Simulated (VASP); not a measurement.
**Band-structure run of WSe2 (part 1 of 2)**

WSe2 (slab, 6 atoms in the cell), computed with Kohn-Sham DFT of a periodic cell, PBE with D3(BJ), VASP PAW PBE potentials, recommended, no spin polarisation (VASP 6.6.1).

The structure derives from an entry of the Crystallography Open Database.

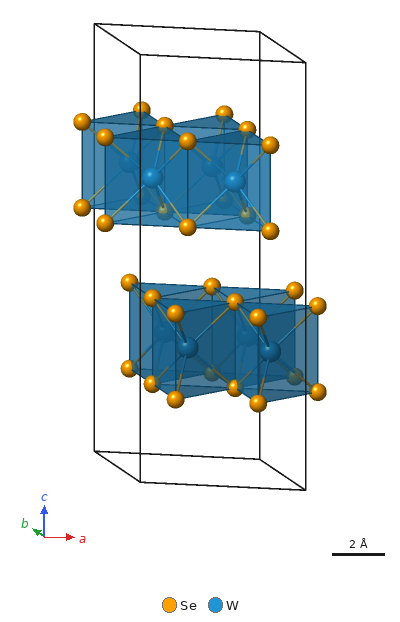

**Figure 1.** The structure as given in the input (polyhedral view of the 2 × 2 repeat of the cell, with the vacuum cut short, seen slightly off an axis; polyhedra are completed across the faces of the cell).

**Results in brief**

```tsv
quantity	value
outcome	converged
electrons treated	52
free energy	−45.5771 eV
dispersion energy	−2.4174 eV
Fermi energy of the self-consistent step	0.504 eV
gap on the k-point mesh	1.28 eV
gap on the band path	1.26 eV
largest force (length of the vector)	0.005 eV/Å
hardware	4 threads of AMD EPYC (Zen 3), 1656 GiB of memory available, shared host
wall time	4.4 min (CPU time 17 min)
peak memory	0.5 GiB
```

**Notes**

Spin–orbit coupling is left out, which matters for W.

**INCAR**
```
SYSTEM = WSe2
  PREC = Accurate
  ENCUT = 520
  EDIFF = 1E-7
  ISMEAR = 0
  SIGMA = 0.03
  LREAL = .False.
  LASPH = .True.
  NELM = 80
  ALGO = Normal
  ISIF = 2
  LWAVE = .False.
  LCHARG = .False.
  LMAXMIX = 4
  LDIPOL = .True.
  IDIPOL = 3
  DIPOL = 0.5 0.5 0.500
  GGA = PE
  IVDW = 12
  NBANDS = 35
  LVHAR = .True.
  LVACPOTAV = .True.
  KPAR = 4
```

**KPOINTS**
```
Automatic mesh
0
Gamma
  12 12 1
  0 0 0
```

**KPOINTS_OPT**
```
explicit points
67
Reciprocal
 0.0000000000  0.0000000000  0.0000000000 1
 0.0357142900  0.0000000000  0.0000000000 1
 0.0714285700  0.0000000000  0.0000000000 1
 0.1071428600  0.0000000000  0.0000000000 1
 0.1428571400  0.0000000000  0.0000000000 1
 0.1785714300  0.0000000000  0.0000000000 1
 0.2142857100  0.0000000000  0.0000000000 1
 0.2500000000  0.0000000000  0.0000000000 1
 0.2857142900  0.0000000000  0.0000000000 1
 0.3214285700  0.0000000000  0.0000000000 1
 0.3571428600  0.0000000000  0.0000000000 1
 0.3928571400  0.0000000000  0.0000000000 1
 0.4285714300  0.0000000000  0.0000000000 1
 0.4642857100  0.0000000000  0.0000000000 1
 0.5000000000  0.0000000000  0.0000000000 1
 0.4791666700  0.0416666700  0.0000000000 1
 0.4583333300  0.0833333300  0.0000000000 1
 0.4375000000  0.1250000000  0.0000000000 1
 0.4166666700  0.1666666700  0.0000000000 1
 0.3958333300  0.2083333300  0.0000000000 1
 0.3750000000  0.2500000000  0.0000000000 1
 0.3541666700  0.2916666700  0.0000000000 1
 0.3333333300  0.3333333300  0.0000000000 1
 0.3137254900  0.3137254900  0.0000000000 1
 0.2941176500  0.2941176500  0.0000000000 1
 0.2745098000  0.2745098000  0.0000000000 1
 0.2549019600  0.2549019600  0.0000000000 1
 0.2352941200  0.2352941200  0.0000000000 1
 0.2156862700  0.2156862700  0.0000000000 1
 0.1960784300  0.1960784300  0.0000000000 1
 0.1764705900  0.1764705900  0.0000000000 1
 0.1568627500  0.1568627500  0.0000000000 1
 0.1372549000  0.1372549000  0.0000000000 1
 0.1176470600  0.1176470600  0.0000000000 1
 0.0980392200  0.0980392200  0.0000000000 1
 0.0784313700  0.0784313700  0.0000000000 1
 0.0588235300  0.0588235300  0.0000000000 1
 0.0392156900  0.0392156900  0.0000000000 1
 0.0196078400  0.0196078400  0.0000000000 1
 0.0000000000  0.0000000000  0.0000000000 1
 0.0000000000  0.0000000000  0.0000000000 1
 0.0062834400 -0.0031417200  0.0000000000 1
-0.0062834400  0.0031417200  0.0000000000 1
 0.0183266900 -0.0091633500  0.0000000000 1
-0.0183266900  0.0091633500  0.0000000000 1
-0.0000000000  0.0054416200  0.0000000000 1
 0.0000000000 -0.0054416200  0.0000000000 1
-0.0000000000  0.0158713800  0.0000000000 1
 0.0000000000 -0.0158713800  0.0000000000 1
 0.5000000000  0.0000000000  0.0000000000 1
 0.5062834400 -0.0031417200  0.0000000000 1
 0.4937165600  0.0031417200  0.0000000000 1
 0.5183266900 -0.0091633500  0.0000000000 1
 0.4816733100  0.0091633500  0.0000000000 1
 0.5000000000  0.0054416200  0.0000000000 1
 0.5000000000 -0.0054416200  0.0000000000 1
 0.5000000000  0.0158713800  0.0000000000 1
 0.5000000000 -0.0158713800  0.0000000000 1
 0.3333333300  0.3333333300  0.0000000000 1
 0.3396167700  0.3301916100  0.0000000000 1
 0.3270498900  0.3364750500  0.0000000000 1
 0.3516600200  0.3241699800  0.0000000000 1
 0.3150066400  0.3424966800  0.0000000000 1
 0.3333333300  0.3387749500  0.0000000000 1
 0.3333333300  0.3278917100  0.0000000000 1
 0.3333333300  0.3492047100  0.0000000000 1
 0.3333333300  0.3174619500  0.0000000000 1
```

**POSCAR**
```
WSe2                                    
1.0
    3.2843558668      0.0000000000      0.0000000000
   -1.6421779335      2.8443356173      0.0000000000
    0.0000000000      0.0000000000     27.8312600000
  Se              W             
     4     2
Direct
     0.3333333300000021    0.6666666699999979    0.3242880108040018
     0.3333333300000021    0.6666666699999979    0.4454742842781916
     0.6666666699999979    0.3333333300000021    0.5545257157218084
     0.6666666699999979    0.3333333300000021    0.6757119891959982
     0.6666666699999979    0.3333333300000021    0.3848919392514666
     0.3333333300000021    0.6666666699999979    0.6151080607485334
```

Launch command:
```bash
cat potpaw_PBE.64/Se/POTCAR potpaw_PBE.64/W_sv/POTCAR > POTCAR
mpirun -np 4 vasp_std > vasp.out
```

**OSZICAR**
```
N       E                     dE             d eps       ncg     rms          rms(c)
DAV:   1     0.456346966892E+03    0.45635E+03   -0.26958E+04  1594   0.127E+03
DAV:   2    -0.107296123943E+02   -0.46708E+03   -0.45299E+03  1697   0.314E+02
DAV:   3    -0.440908692100E+02   -0.33361E+02   -0.32939E+02  1652   0.804E+01
DAV:   4    -0.450797189589E+02   -0.98885E+00   -0.98201E+00  1670   0.146E+01
DAV:   5    -0.451026563288E+02   -0.22937E-01   -0.22894E-01  1630   0.234E+00    0.297E+01
DAV:   6    -0.435749628990E+02    0.15277E+01   -0.60476E+00  1475   0.161E+01    0.105E+01
DAV:   7    -0.433767324344E+02    0.19823E+00   -0.31472E+00  1427   0.848E+00    0.551E+00
DAV:   8    -0.431606427807E+02    0.21609E+00   -0.46239E-01  1481   0.465E+00    0.128E+00
DAV:   9    -0.431629428517E+02   -0.23001E-02   -0.77817E-02  1611   0.131E+00    0.102E+00
DAV:  10    -0.431595993725E+02    0.33435E-02   -0.14706E-02  1558   0.831E-01    0.958E-02
[... 47 further cycles ...]
DAV:   1     0.106228471763E+05   -0.25262E+05      860
DAV:   2     0.598017196770E+04   -0.46427E+04      921
DAV:   3     0.569957419004E+04   -0.28060E+03      871
DAV:   4     0.569325883818E+04   -0.63154E+01      888
DAV:   5     0.569313607418E+04   -0.12276E+00      837
DAV:   6     0.569313200054E+04   -0.40736E-02      885
DAV:   7     0.569313183704E+04   -0.16350E-03      877
DAV:   8     0.569313183013E+04   -0.69101E-05      872
DAV:   9     0.569313182972E+04   -0.40171E-06      741
DAV:  10     0.569313182971E+04   -0.14119E-07      576
```

**Parts of OUTCAR**
```
SYSTEM = WSe2
   PREC = Accurate
   ENCUT = 520
   EDIFF = 1E-7
   ISMEAR = 0
   LREAL = .False.
   LASPH = .True.
   NELM = 80
   ISIF = 2
   GGA = PE
   IVDW = 12
 IVDW          = 12
 VDW_S6        =  1.00000000  s6, scaling of the dipole-dipole dispersion
 VDW_S8        =  0.78750002  s8, scaling of the dipole-quadrupole dispersion
 VDW_A1        =  0.42890000  a1, scaling of the critical radii
 VDW_A2        =  4.44070005  a2, offset of the critical radii
 VDW_RADIUS    = 50.20216178  two-body interaction cutoff (in Angstroms)
 VDW_CNRADIUS  = 21.16708996  CN, coordination number cutoff (in Angstroms)

 ion  position               nearest neighbor table
   1  0.333  0.667  0.324-   5 2.54   5 2.54   5 2.54
   2  0.333  0.667  0.445-   5 2.54   5 2.54   5 2.54
   3  0.667  0.333  0.555-   6 2.54   6 2.54   6 2.54
   4  0.667  0.333  0.676-   6 2.54   6 2.54   6 2.54
   5  0.667  0.333  0.385-   2 2.54   2 2.54   2 2.54   1 2.54   1 2.54   1 2.54
   6  0.333  0.667  0.615-   3 2.54   3 2.54   3 2.54   4 2.54   4 2.54   4 2.54

  LATTYP: Found a hexagonal cell.
 ALAT       =     3.2843558668
 C/A-ratio  =     8.4738868529

  Lattice vectors:

 A1 = (   3.2843558668,   0.0000000000,   0.0000000000)
 A2 = (  -1.6421779335,   2.8443356173,   0.0000000000)
 A3 = (   0.0000000000,   0.0000000000,  27.8312600000)

Analysis of symmetry for initial positions (statically):
=====================================================================
 Subroutine PRICEL returns:
 Original cell was already a primitive cell.

 Routine SETGRP: Setting up the symmetry group for a
 hexagonal supercell.

 Subroutine GETGRP returns: Found 12 space group operations
 (whereof 12 operations were pure point group operations)
 out of a pool of 24 trial point group operations.

The static configuration has the point symmetry D_3d.

Analysis of symmetry for dynamics (positions and initial velocities):
=====================================================================
 Subroutine PRICEL returns:
 Original cell was already a primitive cell.

 Routine SETGRP: Setting up the symmetry group for a
 hexagonal supercell.

 Subroutine GETGRP returns: Found 12 space group operations
 (whereof 12 operations were pure point group operations)
 out of a pool of 24 trial point group operations.

The dynamic configuration has the point symmetry D_3d.

 Subroutine INISYM returns: Found 12 space group operations
 (whereof 12 operations are pure point group operations),
 and found     1 'primitive' translations

----------------------------------------------------------------------------------------

                                     Primitive cell

  volume of cell :     259.9944

  direct lattice vectors                    reciprocal lattice vectors
     3.284355867  0.000000000  0.000000000     0.304473705  0.175787976  0.000000000
    -1.642177933  2.844335617  0.000000000     0.000000000  0.351575951  0.000000000
     0.000000000  0.000000000 27.831260000     0.000000000  0.000000000  0.035930820

  length of vectors
     3.284355867  3.284355868 27.831260000     0.351575951  0.351575951  0.035930820

  position of ions in fractional coordinates (direct lattice)
     0.333333330  0.666666670  0.324288011
     0.333333330  0.666666670  0.445474284
     0.666666670  0.333333330  0.554525716
     0.666666670  0.333333330  0.675711989
     0.666666670  0.333333330  0.384891939
     0.333333330  0.666666670  0.615108061

  ion indices of the primitive-cell ions
   primitive index   ion index
                 1           1
                 2           2
                 3           3
                 4           4
                 5           5
                 6           6

----------------------------------------------------------------------------------------

 KPOINTS: Automatic mesh

Automatic generation of k-mesh.
 Grid dimensions read from file:
 generate k-points for:   12   12    1

 Generating k-lattice:

  Cartesian coordinates                     Fractional coordinates (reciprocal lattice)
     0.025372809  0.014648998  0.000000000     0.083333333  0.000000000  0.000000000
     0.000000000  0.029297996  0.000000000     0.000000000  0.083333333  0.000000000
     0.000000000  0.000000000  0.035930820     0.000000000  0.000000000  1.000000000

  Length of vectors
     0.029297996  0.029297996  0.035930820

  Shift w.r.t. Gamma in fractional coordinates (k-lattice)
     0.000000000  0.000000000  0.000000000

 Subroutine IBZKPT returns following result:
 ===========================================

 Found     19 irreducible k-points:

 Following reciprocal coordinates:
            Coordinates               Weight
  0.000000  0.000000  0.000000      1.000000
  0.083333 -0.000000  0.000000      6.000000
  0.166667 -0.000000  0.000000      6.000000
  0.250000 -0.000000  0.000000      6.000000
  0.333333 -0.000000  0.000000      6.000000
  0.416667 -0.000000  0.000000      6.000000
  0.500000 -0.000000  0.000000      3.000000
  0.083333  0.083333  0.000000      6.000000
  0.166667  0.083333  0.000000     12.000000
  0.250000  0.083333  0.000000     12.000000
  0.333333  0.083333  0.000000     12.000000
  0.416667  0.083333  0.000000     12.000000
  0.166667  0.166667  0.000000      6.000000
  0.250000  0.166667  0.000000     12.000000
  0.333333  0.166667  0.000000     12.000000
  0.416667  0.166667  0.000000      6.000000
  0.250000  0.250000  0.000000      6.000000
  0.333333  0.250000  0.000000     12.000000
  0.333333  0.333333  0.000000      2.000000
```
